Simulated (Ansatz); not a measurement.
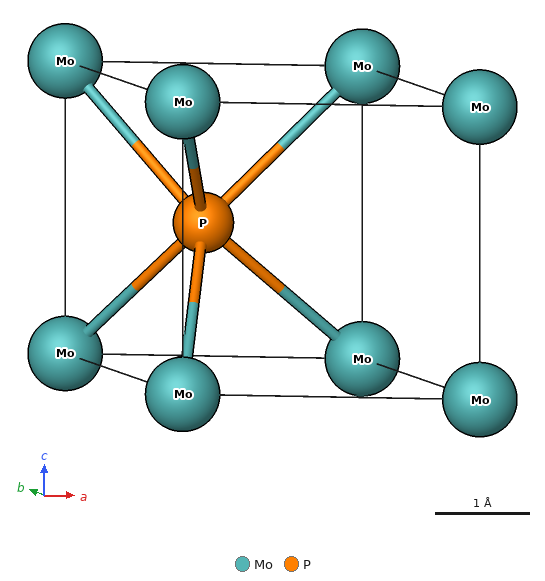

Normal modes of solid MoP, space group P-6m2 (No. 187), at the zone centre. Style: ball-and-stick. Shown: the cell of the calculation, slightly off an axis.

The calculation used DFT PBEsol, scalar-relativistic, plane waves, PAW (Ansatz).

Input
```yaml
crystal:
  lattice:
    - [3.2094579027, 0.0, 0.0]
    - [-1.6047289513, 2.7794720761, 0.0]
    - [0.0, 0.0, 3.1715487536]
  atoms:
    - { symbol: Mo, position: [0.0, 0.0, 0.0] }
    - { symbol: P, position: [0.3333333333, 0.6666666667, 0.5] }
basis:
  ecutwfc: 420
kpoints:
  mp_grid: { grid: [18, 18, 14] }
hamiltonian:
  xc: pbesol
scf:
  occupations: { method: fermi_dirac, width: 0.15 }
output:
  eigenvalues: true
phonons:
  method: dfpt
  eigenvectors: true
```

Run as
```bash
ansatz run input.yaml --threads 1 --pin off --max-ram 4096MiB --backend cpu --events-out ev --progress --plain --runs-dir out
```

The frequencies depend somewhat on the k-mesh and the smearing.

### Give the spectrum at this point.

The calculation's cell holds 2 atoms, so there are 3 optical modes, in 2 levels. The optical modes span A₂″ + E′. No level is unstable.

```
level  symmetry  frequency (cm⁻¹)                    activity
    1       A₂″               406             infrared-active
    2        E′               411  infrared- and Raman-active
```

The crystal is a metal, so free carriers screen the infrared response.

The modes drawn as arrows (one member of each degenerate set):

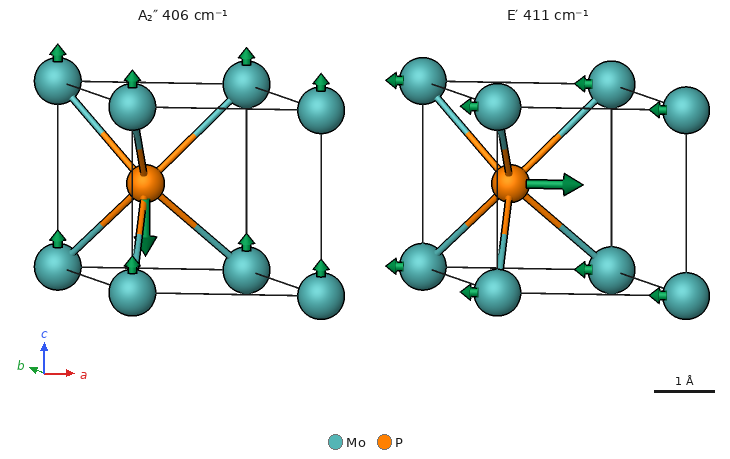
